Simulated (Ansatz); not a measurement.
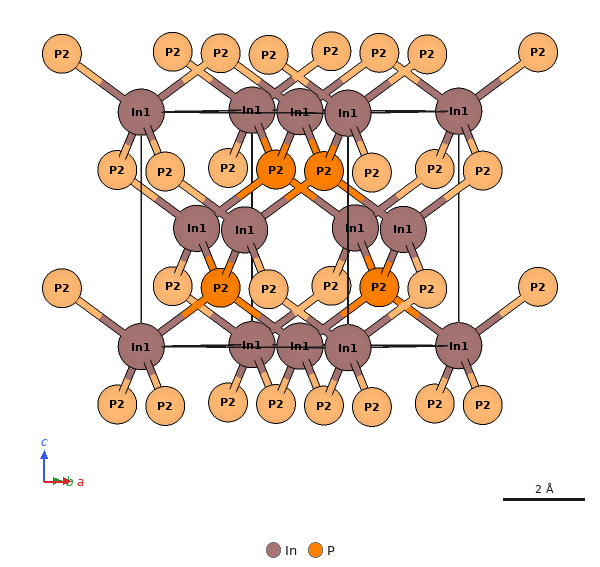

Fig. 1: The structure as given in the input (ball-and-stick view of the cell 4 times as large as that of the calculation, set on its symmetry axes, seen at an oblique angle; neighbours outside the cell are drawn fainter; atoms are numbered from 1 in the order of the input). An atom can appear more than once, as a periodic image.

Geometry relaxation, with input and output: InP

The run: geometry relaxation of InP (F-43m, 2 atoms in the cell). Method and program: DFT PBE, scalar-relativistic, plane waves, PAW, no spin polarisation (Ansatz 0.2.0).

The structure derives from an entry of the Crystallography Open Database. Figures and captions count atoms from 1; the log counts them from 0 in places.

**Input file**
```yaml
crystal:
  lattice:
    - [0.0, 2.9305, 2.9305]
    - [2.9305, 0.0, 2.9305]
    - [2.9305, 2.9305, 0.0]
  atoms:
    - { symbol: In, position: [0.0, 0.0, 0.0] }
    - { symbol: P, position: [0.75, 0.75, 0.75] }
basis:
  ecutwfc: 420
kpoints:
  mp_grid: { grid: [8, 8, 8] }
hamiltonian:
  xc: pbe
scf:
  occupations: { method: gaussian, width: 0.02 }
output:
  forces: true
  stress: true
  eigenvalues: true
  write_density: true
  write_potential: true
  elf: true
  volumetric_format: npy
relax:
  adjacent_minimum: "off"
  f_tol: 0.005
  max_steps: 80
  cell: { stress_tol: 0.05 }
```

Run on 1 thread of AMD EPYC (Zen 5), 16 GiB of memory available, shared host.

Launch command:
```bash
ansatz run input.yaml --threads 1 --pin off --max-ram 2560MiB --backend cpu --events-out ev --progress --plain --runs-dir out
```

**The program's output**
```
Engine: ansatz 0.2.0, x86_64-unknown-linux-gnu
Pseudopotentials: kind: paw
Pseudopotential: In, paw, valence charge 13, recommended cutoff 420 eV (normal), In.paw.azcp
Pseudopotential: P, paw, valence charge 5, recommended cutoff 420 eV (normal), P.paw.azcp
Functional definition: PBE
  parameter kappa = 0.804
  parameter beta = 0.06672455060314922
  exchange = pbe_x(kappa = kappa, mu = beta*pi^2/3)
  correlation = pbe_c(beta = beta)
Crystal: 2 atoms, lattice volume = 50.333 Å³
Basis set: ecut = 420 eV, 941 PW (Γ), exchange–correlation on 60×60×60 points (8 copies of the dense FFT grid, shifted against one another)
Bands: 13, of which v1, the nominal top of the filled ones, is band 9 counted from 1 (8 counted from 0)
Symmetry: 24 space group operations
Space group: F-43m (ITA 216), of the structure as read, at distance tolerance 3.7e-5 Å
k-points: 29 of 512 (time reversal used)
Non-local potential: In, projectors of the file, l = 0: 2, l = 1: 2, l = 2: 2, l = 3: 2
Non-local potential: P, projectors of the file, l = 0: 2, l = 1: 2, l = 2: 2
PAW form: soft (Blöchl's): semilocal exchange-correlation on the pseudo side does not see the compensation charge
PAW one-centre angular grid: In, 590 points (default); XC on 64 Gauss nodes
PAW one-centre angular grid: P, 110 points (default); XC on 64 Gauss nodes
Initial density: superposition of atomic densities (neutral atoms: chi_scale 0, normalization atom), corrected by the library's trained network
Initial wavefunctions: pseudopotential atomic-orbital guess
Functional: x = pbe(κ = 0.804, μ = 0.2195149727645171), c = pbe(β = 0.06672455060314922)
SCF iter   1: F=—  HF=-6353.983265 eV  |F-HF|=—  |Δ(HF+E_count)|=         —  Δρ=1.96e-3  dr2=4.08e-3  ethr=1.77e-3  ⟨swp⟩=6.6  Hψ=2615  notcnv=0
preconditioner: auto → none  [insulator: Δε(μ)=0.702 eV  Ē_g=14.748 eV  σ=0.020 eV  W_gap=1.00  n_scr=14 (ndim 8)  ℏωp=22.2 eV  f_vac=0.021  D(μ)=0.00/eV (n_scr^D=0)  ε∞_Penn≈3.3]
SCF iter   2: F=—  HF=-6353.981167 eV  |F-HF|=—  |Δ(HF+E_count)|=   2.10e-3  Δρ=1.21e-3  dr2=7.30e-4  ethr=2.26e-5  ⟨swp⟩=2.9  Hψ=1078  notcnv=0
SCF iter   3: F=—  HF=-6353.980961 eV  |F-HF|=—  |Δ(HF+E_count)|=   2.06e-4  Δρ=3.63e-4  dr2=6.63e-5  ethr=4.06e-6  ⟨swp⟩=2.0  Hψ=651  notcnv=0
SCF iter   4: F=—  HF=-6353.981006 eV  |F-HF|=—  |Δ(HF+E_count)|=   4.48e-5  Δρ=1.20e-4  dr2=5.59e-6  ethr=3.68e-7  ⟨swp⟩=2.0  Hψ=646  notcnv=0
SCF iter   5: F=—  HF=-6353.981008 eV  |F-HF|=—  |Δ(HF+E_count)|=   1.73e-6  Δρ=6.49e-5  dr2=1.99e-6  ethr=3.10e-8  ⟨swp⟩=2.0  Hψ=638  notcnv=0
SCF iter   6: F=-6353.981007 eV  HF=-6353.981007 eV  |F-HF|=3.21e-8  |Δ(HF+E_count)|=   4.30e-7  Δρ=1.17e-5  dr2=6.13e-8  ethr=5.56e-10  ⟨swp⟩=10.9  Hψ=3556  notcnv=0
SCF 1 converged in 6 iterations: F = -6353.981007 eV  dr2 = 6.13e-8
  greatest PAW one-centre occupation: 0.981 electrons in one spin orbital (limit 2), on the In atom at site 0 (counted from 0), in its partial waves of l = 2
relax step   1: F+E_penalty+E_count = -6353.98100711 eV  Δ(F+E_penalty+E_count) = +0.000e0 eV  max|allowed force component| = 2.405e-16 eV/Å  Δτ_max = 0.0000 Å  P = +3.336 GPa  Ω = 50.333 Å³  (6 SCF iters, dr2 threshold 1.00e-7 eV, accepted)
Crystal: 2 atoms, lattice volume = 53.207 Å³
Basis set: ecut = 420 eV, 1037 PW (Γ), exchange–correlation on 60×60×60 points (8 copies of the dense FFT grid, shifted against one another)
Initial density: handed on by an earlier stage of this run
Initial wavefunctions: those handed on with the density
iter 1 solved again at ethr=3.44e-5 eV; its pass at ethr=3.10e-3 eV (dr2=6.20e-3 eV) is discarded
SCF iter   1: F=—  HF=-6354.006809 eV  |F-HF|=—  |Δ(HF+E_count)|=         —  Δρ=2.44e-3  dr2=6.12e-3  ethr=3.44e-5  ⟨swp⟩=2.0  Hψ=3003  notcnv=0
preconditioner: auto → none  [insulator: Δε(μ)=0.394 eV  Ē_g=14.526 eV  σ=0.020 eV  W_gap=1.00  n_scr=14 (ndim 8)  ℏωp=21.6 eV  f_vac=0.030  D(μ)=0.00/eV (n_scr^D=0)  ε∞_Penn≈3.2]
SCF iter   2: F=—  HF=-6354.005456 eV  |F-HF|=—  |Δ(HF+E_count)|=   1.35e-3  Δρ=9.14e-4  dr2=4.79e-4  ethr=3.40e-5  ⟨swp⟩=2.2  Hψ=608  notcnv=0
SCF iter   3: F=—  HF=-6354.005475 eV  |F-HF|=—  |Δ(HF+E_count)|=   1.90e-5  Δρ=3.97e-4  dr2=8.63e-5  ethr=2.66e-6  ⟨swp⟩=3.0  Hψ=659  notcnv=0
SCF iter   4: F=—  HF=-6354.005521 eV  |F-HF|=—  |Δ(HF+E_count)|=   4.64e-5  Δρ=2.07e-4  dr2=2.32e-5  ethr=4.79e-7  ⟨swp⟩=2.9  Hψ=661  notcnv=0
SCF iter   5: F=—  HF=-6354.005528 eV  |F-HF|=—  |Δ(HF+E_count)|=   6.62e-6  Δρ=4.60e-5  dr2=1.15e-6  ethr=1.29e-7  ⟨swp⟩=3.0  Hψ=671  notcnv=0
SCF iter   6: F=-6354.005528 eV  HF=-6354.005528 eV  |F-HF|=9.45e-9  |Δ(HF+E_count)|=   9.34e-7  Δρ=4.74e-6  dr2=1.71e-8  ethr=1.11e-9  ⟨swp⟩=12.0  Hψ=3118  notcnv=0
SCF 2 converged in 6 iterations: F = -6354.005528 eV  dr2 = 1.71e-8
  Residual-converged pass: ⟨swp⟩=1.0  Hψ=493  notcnv=0  max |occ|·‖R‖ = 7.0e-9 eV (tolerance 1.0e-8 eV)  dr2=1.71e-8  dr2_onsite=7.61e-10  max |Δocc| = 1.1e-55
relax step   2: F+E_penalty+E_count = -6354.00552847 eV  Δ(F+E_penalty+E_count) = -2.452e-2 eV  max|allowed force component| = 1.018e-16 eV/Å  Δτ_max = 0.0000 Å  P = -0.338 GPa  Ω = 53.207 Å³  energy of the carried Pulay correction = -6.762e-4 eV  (6 SCF iters, dr2 threshold 2.00e-7 eV, accepted)
Crystal: 2 atoms, lattice volume = 52.929 Å³
iter 1 solved again at ethr=2.58e-7 eV; its pass at ethr=3.10e-3 eV (dr2=4.64e-5 eV) is discarded
SCF iter   1: F=—  HF=-6354.005922 eV  |F-HF|=—  |Δ(HF+E_count)|=         —  Δρ=2.20e-4  dr2=4.87e-5  ethr=2.58e-7  ⟨swp⟩=2.9  Hψ=2770  notcnv=0
preconditioner: auto → none  [insulator: Δε(μ)=0.442 eV  Ē_g=14.531 eV  σ=0.020 eV  W_gap=1.00  n_scr=14 (ndim 8)  ℏωp=21.7 eV  f_vac=0.019  D(μ)=0.00/eV (n_scr^D=0)  ε∞_Penn≈3.2]
SCF iter   2: F=—  HF=-6354.005912 eV  |F-HF|=—  |Δ(HF+E_count)|=   9.90e-6  Δρ=8.27e-5  dr2=3.80e-6  ethr=2.58e-7  ⟨swp⟩=2.0  Hψ=486  notcnv=0
SCF iter   3: F=—  HF=-6354.005912 eV  |F-HF|=—  |Δ(HF+E_count)|=   4.07e-8  Δρ=3.54e-5  dr2=6.58e-7  ethr=2.11e-8  ⟨swp⟩=3.0  Hψ=666  notcnv=0
SCF iter   4: F=-6354.005912 eV  HF=-6354.005912 eV  |F-HF|=1.10e-8  |Δ(HF+E_count)|=   2.79e-7  Δρ=1.84e-5  dr2=1.76e-7  ethr=1.11e-9  ⟨swp⟩=10.4  Hψ=2959  notcnv=0
SCF 3 converged in 4 iterations: F = -6354.005912 eV  dr2 = 1.76e-7
relax step   3: F+E_penalty+E_count = -6354.00591215 eV  Δ(F+E_penalty+E_count) = -3.837e-4 eV  max|allowed force component| = 7.170e-17 eV/Å  Δτ_max = 0.0000 Å  P = -0.030 GPa  Ω = 52.929 Å³  energy of the carried Pulay correction = -6.124e-4 eV  (4 SCF iters, dr2 threshold 2.00e-7 eV, accepted)
Initial wavefunctions: pseudopotential atomic-orbital guess (no wavefunctions were taken with the density)
iter 1 solved again at ethr=1.09e-6 eV; its pass at ethr=3.10e-3 eV (dr2=1.96e-4 eV) is discarded
SCF iter   1: F=—  HF=-6354.006545 eV  |F-HF|=—  |Δ(HF+E_count)|=         —  Δρ=7.61e-5  dr2=6.21e-7  ethr=1.09e-6  ⟨swp⟩=3.3  Hψ=3570  notcnv=0
eigensolver tolerance schedule: the retry pair's looser diagonalisation over-reported the residual by 315.21 of it (diagonalisation noise at 0.12 of the residual, at the tolerance the schedule requests for it); recorded, not acted on — ethr = c·dr2/N_el stays at c = 1.0e-1
preconditioner: auto → none  [insulator: Δε(μ)=0.440 eV  Ē_g=14.532 eV  σ=0.020 eV  W_gap=1.00  n_scr=14 (ndim 8)  ℏωp=21.7 eV  f_vac=0.019  D(μ)=0.00/eV (n_scr^D=0)  ε∞_Penn≈3.2]
SCF iter   2: F=—  HF=-6354.006545 eV  |F-HF|=—  |Δ(HF+E_count)|=   9.54e-7  Δρ=3.49e-5  dr2=1.47e-7  ethr=3.45e-9  ⟨swp⟩=2.3  Hψ=627  notcnv=0
SCF iter   3: F=—  HF=-6354.006546 eV  |F-HF|=—  |Δ(HF+E_count)|=   7.23e-7  Δρ=9.23e-6  dr2=2.54e-8  ethr=8.19e-10  ⟨swp⟩=2.8  Hψ=646  notcnv=0
SCF iter   4: F=—  HF=-6354.006546 eV  |F-HF|=—  |Δ(HF+E_count)|=   2.59e-8  Δρ=1.81e-6  dr2=8.76e-10  ethr=1.41e-10  ⟨swp⟩=2.0  Hψ=638  notcnv=0
SCF iter   5: F=—  HF=-6354.006546 eV  |F-HF|=—  |Δ(HF+E_count)|=   1.37e-9  Δρ=5.44e-7  dr2=6.66e-11  ethr=4.87e-12  ⟨swp⟩=2.3  Hψ=506  notcnv=0
SCF iter   6: F=-6354.006546 eV  HF=-6354.006546 eV  |F-HF|=3.64e-12  |Δ(HF+E_count)|=  1.38e-10  Δρ=1.09e-7  dr2=3.21e-12  ethr=1.00e-12  ⟨swp⟩=7.9  Hψ=2051  notcnv=0
SCF 4 converged in 6 iterations: F = -6354.006546 eV  dr2 = 3.21e-12
relax step   4: F+E_penalty+E_count = -6354.00654624 eV  Δ(F+E_penalty+E_count) = -6.341e-4 eV  max|allowed force component| = 1.018e-16 eV/Å  Δτ_max = 0.0000 Å  P = -0.029 GPa  Ω = 52.929 Å³  stress off target by 2.86e-2 GPa  SCF on the basis re-selected at this cell (its energy is not comparable with the rows above)  (6 SCF iters)
```

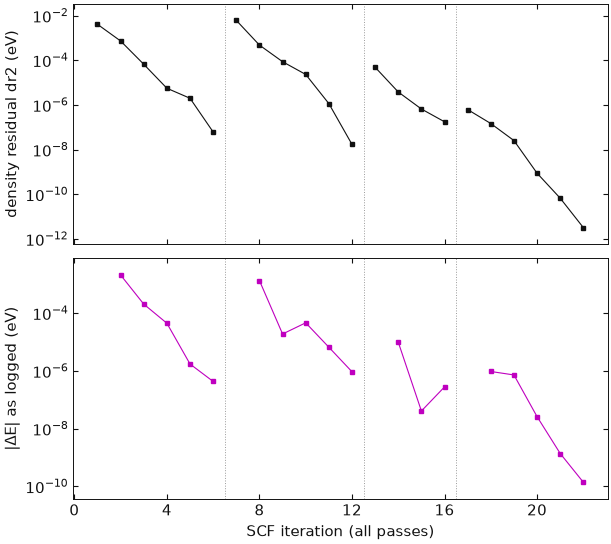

Fig. 2: Convergence of the self-consistent field: density residual dr2 and size of the energy change against the SCF iteration. The dotted lines part the SCF passes of the relaxation: geometry steps, rejected trials and re-solves on a re-selected basis. The passes take 6, 6, 4 and 6 iterations.

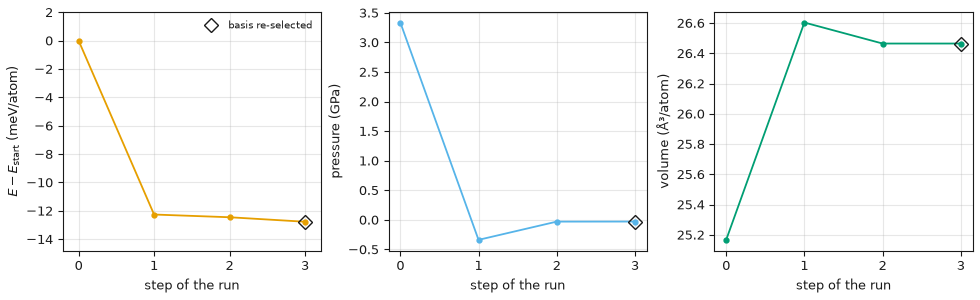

Fig. 3: Progress of the relaxation, step by step (the first geometry is step 0 here and step 1 in the log).

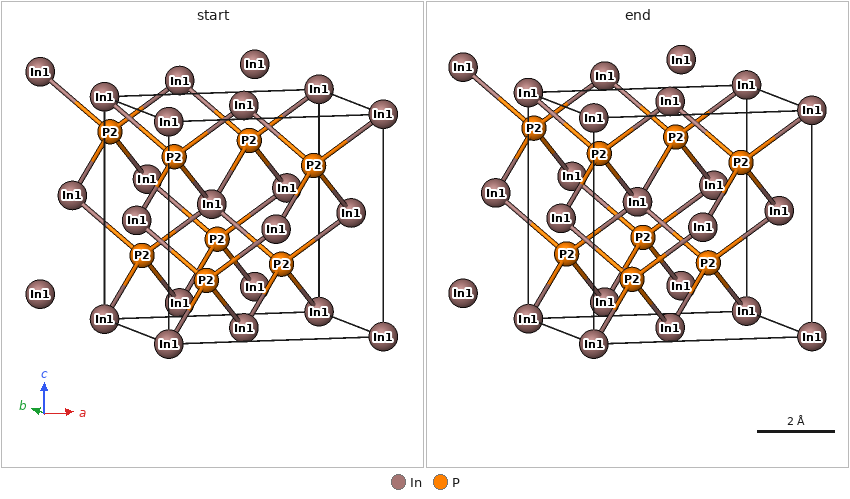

Fig. 4: Before (left) and after (right) the relaxation, at one scale (ball-and-stick view of the cell 4 times as large as that of the calculation, set on its symmetry axes, repeated 1 × 2 × 1, seen slightly off an axis). The atoms keep their places relative to the cell (all moves are under 0.005 Å). The drawn cell changes as follows: a = b = c 5.861 → 5.960 Å (+1.7 %); the volume changes by +5.2 %. Among the contacts that change: In1–P2 2.538 → 2.581 Å. The space group stays F-43m (No. 216). The energy falls by 12.5 meV per atom in 2 geometry steps. All forces vanish by symmetry, so only the cell relaxes. The pressure goes from 3.34 to −0.03 GPa. A last SCF at the same geometry on a re-selected plane-wave basis shifts the energy by −0.3 meV per atom. (Atoms are counted from 1 in the order of the input.)

```
basis re-selected at this cell: Δ(F+E_penalty+E_count) = -6.341e-4 eV, ΔP = +0.001 GPa vs the last step (what re-selecting the basis moved, of the pressure what is left beyond the Pulay correction that the steps carried, after the strain that the cell walked since its last selection, with what the two solves' SCF thresholds leave and, on support functions, any second-order correction that the steps lacked; it is no measure of the basis error at this ecutwfc). This SCF's stress stands 2.86e-2 GPa from its target on what of the cell is left free (relax.cell.stress_tol is 5.00e-2 GPa) and its largest allowed force component is 1.02e-16 eV/Å (relax.f_tol is 5.00e-3 eV/Å): within both
SCF converged after 6 iterations
Free energy (F): -6354.006546 eV
Harris-Foulkes:  -6354.006546 eV  (|F-HF|=3.64e-12)
Internal energy: -6354.006546 eV  (E = F + TS)
E sigma→0 (E₀):  -6354.006546 eV
Fermi energy:    6.595966 eV
--- Per-component energies (eV) ---
  E_band       = -61.237786
  E_kinetic    = 312.196014
  E_local      = -1428.476519  (includes V_loc(G=0)·N_el)
  E_nonlocal   = 401.288701
  E_hartree    = 562.535961
  E_xc         = -275.995901
  E_vxc        = -159.057279  (∫ρ·V_xc dr)
  E_paw        = -4725.137189  (= ΣΔE_a)
  E_vpaw       = -312.260612  (= ΣTr[D̂ρ^β])
  E_aug_tail   = 0.000028  (compensation charges beyond the density's cutoff)
  E_ewald      = -1200.417642
  E_smearing   = -0.000000  (= −TS)
  E_closure    = 0.000000  (closes the sum)
  Σ components = -6354.006546   (vs F -6354.006546, Δ=0.00e0)
--- Forces (eV/Å), atoms counted from 1 ---
  atom   1  In    -0.00000000     0.00000000     0.00000000
  atom   2  P      0.00000000    -0.00000000    -0.00000000
  max |Σ_I F_I| component: 2.78e-17 eV/Å
--- Stress (GPa, compression-positive) ---
       -0.028566      -0.000000       0.000000
       -0.000000      -0.028566       0.000000
        0.000000       0.000000      -0.028566
  P = ⅓ Tr σ = -0.0286 GPa (-0.286 kbar)
--- Band table (eV; the first three rows and the last of 29) ---
  k-point 0: bands = ["-7.7206", "-7.7206", "-7.7206", "-7.5921", "-7.5921", "-4.8092", "6.3753", "6.3753", "6.3753", "6.8157", "10.4616", "10.4616", "10.4616"]
  k-point 1: bands = ["-7.7357", "-7.7143", "-7.7143", "-7.5920", "-7.5920", "-4.6448", "4.8250", "6.2048", "6.2048", "7.8331", "10.5752", "10.7212", "10.7212"]
  k-point 2: bands = ["-7.7708", "-7.7010", "-7.7010", "-7.5898", "-7.5898", "-4.1868", "3.0280", "5.8614", "5.8614", "8.0272", "11.1288", "11.1288", "11.5539"]
  k-point 28: bands = ["-7.8470", "-7.6703", "-7.6394", "-7.6088", "-7.5792", "-2.5854", "0.9770", "3.6286", "3.6840", "10.5497", "10.6609", "11.8171", "12.5808"]
--- Relaxed structure (3 steps of the walk, 3 accepted, 1 SCFs on fresh bases) ---
  F+E_penalty+E_count = -6354.00654624 eV   max|allowed force component| = 1.018e-16 eV/Å   (the final SCF, on the basis selected at the relaxed cell)
  cell:  # Å, volume = 52.9290 Å³
    - [3.59860649823251e-33, 2.980034204916069, 2.980034204916069]
    - [2.980034204916069, 1.055378932313499e-32, 2.980034204916069]
    - [2.980034204916069, 2.980034204916069, 1.1388156493521643e-32]
  atoms:
    - { symbol: In, position: [1.3856005116589052e-33, -1.615621149958012e-33, -1.4513206940300784e-33] }
    - { symbol: P, position: [0.7499999999999999, 0.7499999999999999, 0.7499999999999999] }
```

**Trajectory as extended XYZ (Å, eV, eV/Å), 4 frames, from step=1 to step=4**
```
2
Lattice="0.0000 2.9305 2.9305 2.9305 0.0000 2.9305 2.9305 2.9305 0.0000" Properties=species:S:1:pos:R:3:forces:R:3 step=1 energy=-6353.98101 pressure_GPa=3.34
In    0.0000    0.0000    0.0000    0.0000   0.0000   0.0000
P     4.3957    4.3957    4.3957    0.0000   0.0000   0.0000
2
Lattice="0.0000 2.9852 2.9852 2.9852 0.0000 2.9852 2.9852 2.9852 0.0000" Properties=species:S:1:pos:R:3:forces:R:3 step=2 energy=-6354.00553 pressure_GPa=-0.34
In    0.0000    0.0000    0.0000    0.0000   0.0000   0.0000
P     4.4779    4.4779    4.4779    0.0000   0.0000   0.0000
2
Lattice="0.0000 2.9800 2.9800 2.9800 0.0000 2.9800 2.9800 2.9800 0.0000" Properties=species:S:1:pos:R:3:forces:R:3 step=3 energy=-6354.00591 pressure_GPa=-0.03
In    0.0000    0.0000    0.0000    0.0000   0.0000   0.0000
P     4.4701    4.4701    4.4701    0.0000   0.0000   0.0000
2
Lattice="0.0000 2.9800 2.9800 2.9800 0.0000 2.9800 2.9800 2.9800 0.0000" Properties=species:S:1:pos:R:3:forces:R:3 step=4 energy=-6354.00655 pressure_GPa=-0.03
In    0.0000    0.0000    0.0000    0.0000   0.0000   0.0000
P     4.4701    4.4701    4.4701    0.0000   0.0000   0.0000
```

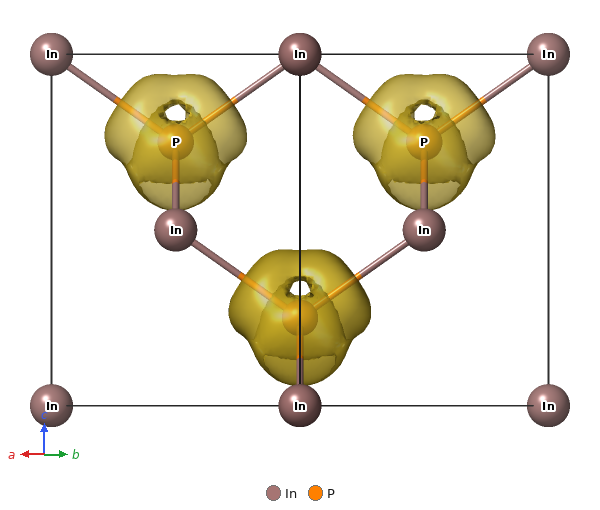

Fig. 5: Isosurface of the ELF at 0.75 (yellow), seen along [110]. Core shells and regions of very low density are left out. Sticks mark near contacts. The outline is the cell set on symmetry axes. Values along the shortest contacts: In–P (2.58 Å): the ELF is about 0.55 at the midpoint. Core electrons are frozen (PAW), so the fields are smoothed inside the atomic spheres.

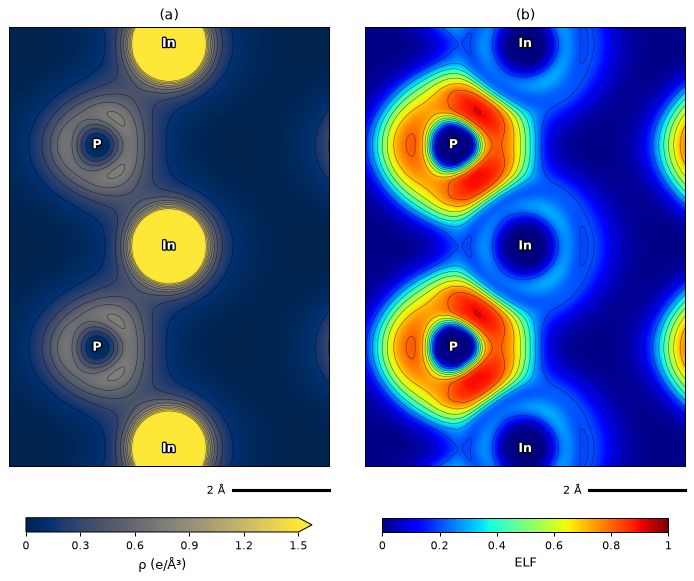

Fig. 6: (a) valence charge density (pseudo); (b) electron localisation function on the (011) plane of the conventional cell. The section cuts through In and P sites. In–P (2.58 Å): ρ is about 0.43 e/Å³ halfway; the ELF is about 0.55 at the midpoint. Away from the nuclei the density in this plane falls to 0.01 e/Å³ at its lowest.

**Summary**

- outcome: converged
- space group (tolerance 0.01 Å): F-43m (216)
- electrons treated: 18
- free energy: −6354.0065 eV
- Fermi energy: 6.596 eV
- gap on the k-point mesh: 0.44 eV
- pressure: −0.03 GPa
- final volume: 52.93 Å³
- largest force (length of the vector) at the end: under 0.001 eV/Å
- final cell: a = 4.214 Å, b = 4.214 Å, c = 4.214 Å, α = 60.00°, β = 60.00°, γ = 60.00°
- wall time: 3.7 s
- peak memory: 0.4 GiB
